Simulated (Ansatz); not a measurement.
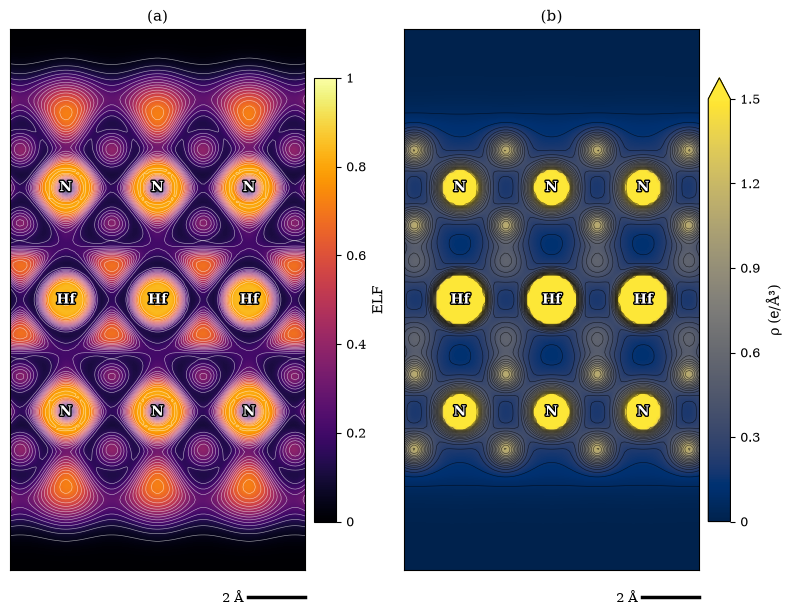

Figure 1: Hf5N4 (slab). (a) ELF; (b) valence electron density on the (010) plane of the calculation cell, a cut from vacuum to vacuum.

Built by placing these elements on a known structure type; not relaxed (largest force 0.8 eV/Å).

Theory: DFT PBEsol, scalar-relativistic, plane waves, PAW (Ansatz 0.2.0).

In a PAW calculation such maps are meaningful between the atoms, not at the nuclei.

```cif
data_structure
_symmetry_space_group_name_H-M 'P 1'
_symmetry_Int_Tables_number 1
_cell_length_a 3.1831
_cell_length_b 3.1831
_cell_length_c 20.3959
_cell_angle_alpha 90.000
_cell_angle_beta 90.000
_cell_angle_gamma 120.000
_cell_volume 178.96
loop_
_atom_site_label
_atom_site_type_symbol
_atom_site_fract_x
_atom_site_fract_y
_atom_site_fract_z
_atom_site_occupancy
Hf1 Hf 0.33333 0.66667 0.24515 1
N1 N 0.66667 0.33333 0.30886 1
Hf2 Hf 0.00000 0.00000 0.37257 1
N2 N 0.33333 0.66667 0.43629 1
Hf3 Hf 0.66667 0.33333 0.50000 1
N3 N 0.00000 0.00000 0.56371 1
Hf4 Hf 0.33333 0.66667 0.62743 1
N4 N 0.66667 0.33333 0.69114 1
Hf5 Hf 0.00000 0.00000 0.75485 1
```

Describe what can be read from this map.

Answer.
- Atoms in the plane: N and Hf.
- Atoms just off the plane (Hf, 0.9 Å away and N, 0.9 Å away) can leave unmarked features too.
- Hf–Hf (3.18 Å): ρ is about 0.19 e/Å³ halfway; the ELF is about 0.15 at the midpoint; no localised pair shows between them.
- The density dies away to nearly zero in the vacuum.
- The features right at Hf lie inside the PAW spheres, where the map follows smoothed inner orbitals and isn't to be read closely.

Metal or insulator at this level of theory?

Answer. It is metallic or semimetallic at this level of theory: no gap opens.
